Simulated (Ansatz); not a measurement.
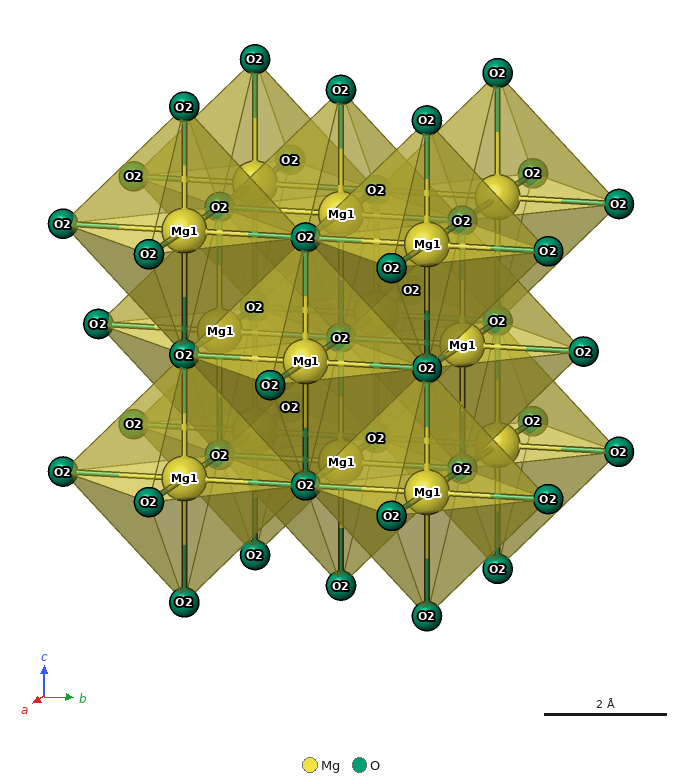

**Figure 1.** The input geometry of run 1 (polyhedral view of the cell 4 times as large as that of the calculation, set on its symmetry axes, seen slightly off an axis; polyhedra are completed across the faces of the cell; atoms are numbered from 1 in the order of the input).

**MgO: one change and its effect**

System: MgO (Fm-3m, 2 atoms in the cell).
Method of run 1: DFT r2SCAN, scalar-relativistic, plane waves, PAW, no spin polarisation (Ansatz 0.2.0).

The structure derives from an entry of the Crystallography Open Database. Text and figures count atoms from 1; the logs count them from 0 in places.

The input, run 1:
```yaml
crystal:
  lattice:
    - [0.0, 2.0809329073, 2.0809329073]
    - [2.0809329073, 0.0, 2.0809329073]
    - [2.0809329073, 2.0809329073, 0.0]
  atoms:
    - { symbol: Mg, position: [0.0, 0.0, 0.0] }
    - { symbol: O, position: [0.5, 0.5, 0.5] }
basis:
  ecutwfc: 500
kpoints:
  mp_grid: { grid: [10, 10, 10] }
hamiltonian:
  xc: r2scan
scf:
  occupations: { method: gaussian, width: 0.02 }
output:
  forces: true
  stress: true
  eigenvalues: true
```

Command:
```bash
ansatz run input.yaml --threads 1 --pin off --max-ram 2560MiB --backend cpu --events-out ev --progress --plain --runs-dir out
```

Hardware: 1 thread of Arm Neoverse V1, 112 GiB of memory available, shared host.

Output, shortened to warnings, some set-up lines, iterations and results (run 1):
```
Basis set: ecut = 500 eV, 459 PW (Γ), exchange–correlation on 96×96×96 points (64 copies of the dense FFT grid, shifted against one another)
Symmetry: 48 space group operations
k-points: 47 of 1000
Initial density: superposition of atomic densities (neutral atoms: chi_scale 0, normalization atom), corrected by the library's trained network
[...]
SCF iter   1: F=—  HF=-2498.236773 eV  |F-HF|=—  |Δ(HF+E_count)|=         —  Δρ=9.83e-3  dr2=9.46e-3  dr2_τ=7.66e-2  ethr=1.77e-3  ⟨swp⟩=5.9  Hψ=3375  notcnv=0
SCF iter   2: F=—  HF=-2498.325710 eV  |F-HF|=—  |Δ(HF+E_count)|=   8.89e-2  Δρ=4.68e-3  dr2=1.59e-3  dr2_τ=2.12e-4  ethr=5.91e-5  ⟨swp⟩=3.0  Hψ=1664  notcnv=0
SCF iter   3: F=—  HF=-2498.325784 eV  |F-HF|=—  |Δ(HF+E_count)|=   7.41e-5  Δρ=9.87e-4  dr2=6.82e-5  dr2_τ=1.14e-5  ethr=9.96e-6  ⟨swp⟩=3.0  Hψ=1064  notcnv=0
SCF iter   4: F=—  HF=-2498.325783 eV  |F-HF|=—  |Δ(HF+E_count)|=   1.31e-6  Δρ=5.10e-5  dr2=1.67e-7  dr2_τ=7.02e-8  ethr=4.26e-7  ⟨swp⟩=1.4  Hψ=695  notcnv=0
SCF iter   5: F=-2498.325783 eV  HF=-2498.325783 eV  |F-HF|=1.78e-8  |Δ(HF+E_count)|=   3.28e-7  Δρ=1.72e-5  dr2=2.48e-8  dr2_τ=4.19e-9  ethr=1.05e-9  ⟨swp⟩=2.1  Hψ=920  …
SCF iter   6: F=-2498.325783 eV  HF=-2498.325783 eV  |F-HF|=1.97e-8  |Δ(HF+E_count)|=   2.32e-9  Δρ=1.20e-5  dr2=2.27e-8  dr2_τ=1.84e-9  ethr=1.55e-10  ⟨swp⟩=2.0  Hψ=1880  …
SCF 1 converged in 6 iterations: F = -2498.325783 eV  dr2 = 2.27e-8
SCF converged after 6 iterations
Free energy (F): -2498.325783 eV
Harris-Foulkes:  -2498.325783 eV  (|F-HF|=1.97e-8)
Internal energy: -2498.325783 eV  (E = F + TS)
E sigma→0 (E₀):  -2498.325783 eV
Fermi energy:    11.168351 eV
--- Per-component energies (eV) ---
  E_band       = -304.794050
  E_kinetic    = 257.677337
  E_local      = -1582.270377  (includes V_loc(G=0)·N_el)
  E_nonlocal   = 142.599660
  E_hartree    = 548.161523
  E_xc         = -103.595717
  E_vxc        = -149.456975  (∫ρ·V_xc dr)
  E_paw        = -455.923314  (= ΣΔE_a)
  E_vpaw       = -79.288559  (= ΣTr[D̂ρ^β])
  E_aug_tail   = 0.000973  (compensation charges beyond the density's cutoff)
  E_vtau       = 9.619872  (kinetic-family band-sum trace: ∫τ·v_τ [+ j·A + Jᵃ·Aᵃ] dr)
  E_ewald      = -1304.917719
  E_core_change = -0.058149  (= ΣΔE_core)
  E_smearing   = -0.000000  (= −TS)
  E_closure    = -0.000000  (closes the sum)
  Σ components = -2498.325783   (vs F -2498.325783, Δ=0.00e0)
--- Forces (eV/Å), atoms counted from 1 ---
  atom   1  Mg    -0.00000000    -0.00000000    -0.00000000
  atom   2  O      0.00000000    -0.00000000     0.00000000
  max |Σ_I F_I| component: 1.18e-29 eV/Å
--- Stress (GPa, compression-positive) ---
        5.421263      -0.000000       0.000000
       -0.000000       5.421263      -0.000000
        0.000000       0.000000       5.421263
  P = ⅓ Tr σ = 5.4213 GPa (54.213 kbar)
```

For run 2 the input was changed thus:
```diff
-  ecutwfc: 500
+  ecutwfc: "18.4 Ry"
```

How does run 2 compare with run 1?

The free energy of run 2 is 991.6 meV per atom higher, which measures how much it depends on this numerical setting. The gap on the mesh goes from 6.00 to 5.94 eV. The pressure goes from 5.42 to 4.64 GPa. More plane waves can only lower the energy of a fixed Hamiltonian, so the higher cutoff gives the lower value. The SCF takes 7 iterations against 6. The plane waves at Γ go from 459 to 169.

Output, shortened to warnings, some set-up lines, iterations and results (run 2):
```
Warning: basis.ecutwfc = 250.34475346308957 eV is below the records' recommended 500 eV, and the density's cutoff is lower with it unless basis.ecutrho_ratio is high enough to keep the records' density cutoff: compare with a run at a higher cutoff
Basis set: ecut = 250.34475346308957 eV, 169 PW (Γ), exchange–correlation on 64×64×64 points (64 copies of the dense FFT grid, shifted against one another)
Symmetry: 48 space group operations
k-points: 47 of 1000
Initial density: superposition of atomic densities (neutral atoms: chi_scale 0, normalization atom), corrected by the library's trained network
[...]
SCF iter   1: F=—  HF=-2496.270378 eV  |F-HF|=—  |Δ(HF+E_count)|=         —  Δρ=5.45e-2  dr2=1.43e-1  dr2_τ=6.43e-2  ethr=1.77e-3  ⟨swp⟩=5.6  Hψ=3047  notcnv=0
SCF iter   2: F=—  HF=-2496.345422 eV  |F-HF|=—  |Δ(HF+E_count)|=   7.50e-2  Δρ=2.10e-2  dr2=3.81e-2  dr2_τ=1.08e-2  ethr=8.96e-4  ⟨swp⟩=2.3  Hψ=1239  notcnv=0
SCF iter   3: F=—  HF=-2496.341908 eV  |F-HF|=—  |Δ(HF+E_count)|=   3.51e-3  Δρ=1.14e-2  dr2=4.57e-3  dr2_τ=2.61e-3  ethr=2.38e-4  ⟨swp⟩=2.3  Hψ=854  notcnv=0
SCF iter   4: F=—  HF=-2496.342422 eV  |F-HF|=—  |Δ(HF+E_count)|=   5.14e-4  Δρ=4.75e-3  dr2=7.69e-4  dr2_τ=3.68e-4  ethr=2.85e-5  ⟨swp⟩=2.0  Hψ=752  notcnv=0
SCF iter   5: F=—  HF=-2496.342569 eV  |F-HF|=—  |Δ(HF+E_count)|=   1.47e-4  Δρ=1.05e-3  dr2=3.79e-5  dr2_τ=1.77e-5  ethr=4.81e-6  ⟨swp⟩=2.0  Hψ=857  notcnv=0
SCF iter   6: F=—  HF=-2496.342575 eV  |F-HF|=—  |Δ(HF+E_count)|=   6.39e-6  Δρ=1.16e-4  dr2=4.56e-7  dr2_τ=2.07e-7  ethr=2.37e-7  ⟨swp⟩=2.0  Hψ=711  notcnv=0
SCF iter   7: F=-2496.342575 eV  HF=-2496.342575 eV  |F-HF|=2.41e-10  |Δ(HF+E_count)|=   7.84e-8  Δρ=6.85e-6  dr2=1.82e-9  dr2_τ=6.60e-10  ethr=6.25e-10  ⟨swp⟩=4.9  Hψ=2361  …
SCF 1 converged in 7 iterations: F = -2496.342575 eV  dr2 = 1.82e-9
SCF converged after 7 iterations
Free energy (F): -2496.342575 eV
Harris-Foulkes:  -2496.342575 eV  (|F-HF|=2.41e-10)
Internal energy: -2496.342575 eV  (E = F + TS)
E sigma→0 (E₀):  -2496.342575 eV
Fermi energy:    11.024316 eV
--- Per-component energies (eV) ---
  E_band       = -306.738773
  E_kinetic    = 266.371184
  E_local      = -1578.296246  (includes V_loc(G=0)·N_el)
  E_nonlocal   = 134.868805
  E_hartree    = 545.809751
  E_xc         = -106.018061
  E_vxc        = -153.177373  (∫ρ·V_xc dr)
  E_paw        = -454.115509  (= ΣΔE_a)
  E_vpaw       = -78.165042  (= ΣTr[D̂ρ^β])
  E_aug_tail   = 0.013370  (compensation charges beyond the density's cutoff)
  E_vtau       = 10.026744  (kinetic-family band-sum trace: ∫τ·v_τ [+ j·A + Jᵃ·Aᵃ] dr)
  E_ewald      = -1304.917719
  E_core_change = -0.058149  (= ΣΔE_core)
  E_smearing   = -0.000000  (= −TS)
  E_closure    = -0.000000  (closes the sum)
  Σ components = -2496.342575   (vs F -2496.342575, Δ=0.00e0)
--- Forces (eV/Å), atoms counted from 1 ---
  atom   1  Mg    -0.00000000    -0.00000000    -0.00000000
  atom   2  O      0.00000000    -0.00000000     0.00000000
  max |Σ_I F_I| component: 1.30e-29 eV/Å
--- Stress (GPa, compression-positive) ---
        4.637975       0.000000       0.000000
        0.000000       4.637975      -0.000000
        0.000000       0.000000       4.637975
  P = ⅓ Tr σ = 4.6380 GPa (46.380 kbar)
```

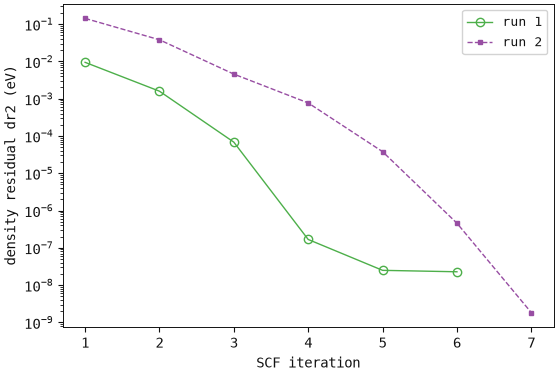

**Figure 2.** Convergence of the two runs: density residual dr2 against the SCF iteration. Run 1 takes 6 iterations in all, and run 2 takes 7.

The two runs side by side:

```tsv
quantity	run 1	run 2
outcome	converged	converged
free energy per atom (eV)	−1249.1629	−1248.1713
gap on the mesh (eV)	6.00	5.94
pressure (GPa)	5.42	4.64
largest force (eV/Å)	0.000	0.000
SCF iterations	6	7
irreducible k-points	47	47
plane waves at Γ	459	169
wall time (shared host)	2.1 s	1.2 s
```

For run 1: The cell is under a pressure of 5.4 GPa at this level, so it is not at its equilibrium volume. For run 2: These settings are looser than, or depart from, a standard set-up, so the numbers are not reference values for this system. Warnings: the cutoff is below the recommended one.
